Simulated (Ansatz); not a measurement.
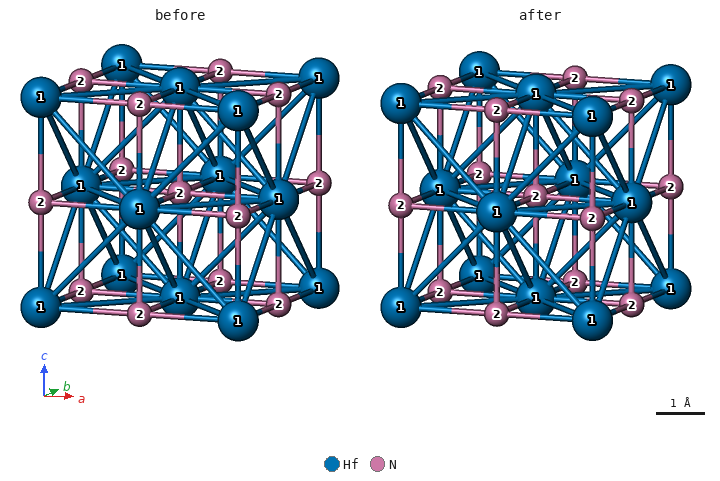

Left: solid HfN (set up in Fm-3m). Right: the same structure after one change, at the same scale. Style: ball-and-stick. Shown: the conventional cell (4 times the calculation's cell), slightly off an axis. Lengths and directions refer to the drawn axes.

The calculation used DFT r2SCAN, scalar-relativistic, plane waves, PAW (Ansatz). Set-up: plane-wave cutoff 500 eV; k-point mesh 16 × 16 × 16; occupations gaussian; smearing width 0.1 eV; no spin polarisation.

The crystal is put under a hydrostatic pressure of 30 GPa. Cell and atoms are relaxed at that pressure.

> And its effect?

The volume changes by −8.5 %, with a = b = c 4.525 → 4.394 Å (−2.9 %). The atoms keep their places relative to the cell (all moves are under 0.005 Å). Some distances before and after: Hf–Hf 3.200 → 3.107 Å, Hf–N 2.263 → 2.197 Å. The space group stays Fm-3m (No. 225). The energy rises by 84.9 meV per atom. The pressure goes from 0.0 to 30.0 GPa. It is metallic before and after.
